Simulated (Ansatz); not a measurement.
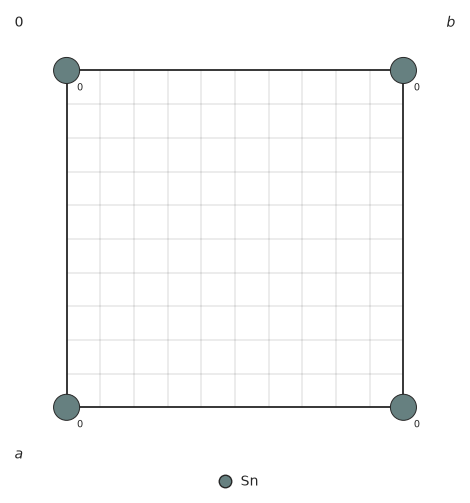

Plan of a unit cell projected along c (a down the page, b across); the numbers are heights as fractions of c, and atoms on the cell's edges are repeated. The grid marks tenths of a and b. Source: the geometry relaxed with Ansatz 0.2.0, DFT, RPBE, plane waves (420 eV) with PAW, scalar-relativistic; the starting structure was generated, so it need not be a known form of this composition. Symmetry computed with spglib at a tolerance of 0.002 Å; standard conventional cell.

a = 3.114 Å, b = 3.114 Å, c = 3.114 Å, α = 90.00°, β = 90.00°, γ = 90.00°.

**What does the cell contain?**

1 Sn: Sn, Z = 1.

**Which space group?**

Pm-3m (No. 221), primitive cubic.

**Give the independent sites, coordinates to two places.**

```json
{"atom": "Sn", "site": "1a", "symmetry": "m-3m", "x": "0.00", "y": "0.00", "z": "0.00"}
```
